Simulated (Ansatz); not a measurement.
System: Zn, space group Fm-3m (No. 225).

Starting cell:
```yaml
crystal:
  lattice:
    - [3.92982, 0.00000, 0.00000]
    - [0.00000, 3.92982, 0.00000]
    - [0.00000, 0.00000, 3.92982]
  atoms:
    - { symbol: Zn, position: [0.99999, 0.99999, 0.99999] }
    - { symbol: Zn, position: [0.50001, 0.00001, 0.49999] }
    - { symbol: Zn, position: [0.49999, 0.50001, 0.00001] }
    - { symbol: Zn, position: [0.00001, 0.49999, 0.50001] }
```

Method: harmonic phonon frequencies at the zone centre with atoms at rest in the given cell, without the long-range term of polar modes, the three translations left out, imaginary frequencies are negative; plane waves with PAW datasets, Γ-centred k mesh (Ansatz 0.2.0). Level: PBE, no spin polarisation.

```csv
setting,value
wave cutoff,420 eV
k mesh,12×12×12
occupations,Fermi–Dirac
smearing width,0.15 eV
pressure,0 GPa
phonon method,linear response
```

What does the calculation give for the zone-centre optical phonon frequencies (the three acoustic modes are left out)?

No frequency is imaginary, so the structure is stable to these displacements (zone-boundary modes weren't tested here). The highest mode lies at 164.3 cm⁻¹. The optical modes lie at 98.3 (×6), 164.3 (×3) cm⁻¹.

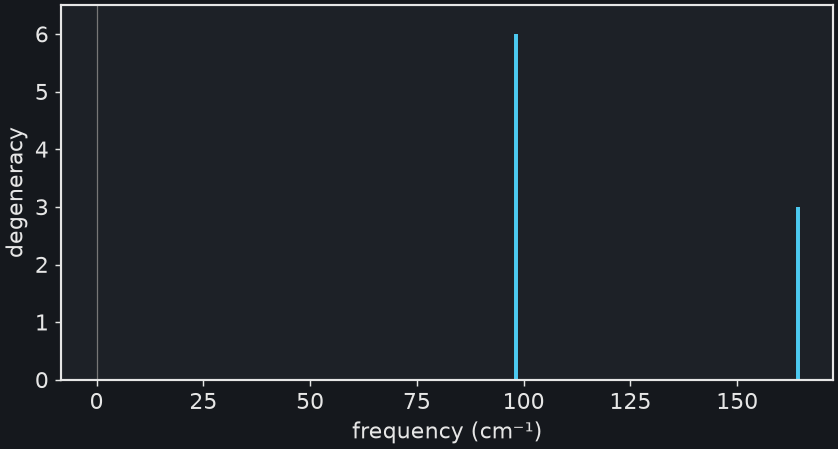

Note: metal sensitive to the k mesh; structure snapped to symmetry.
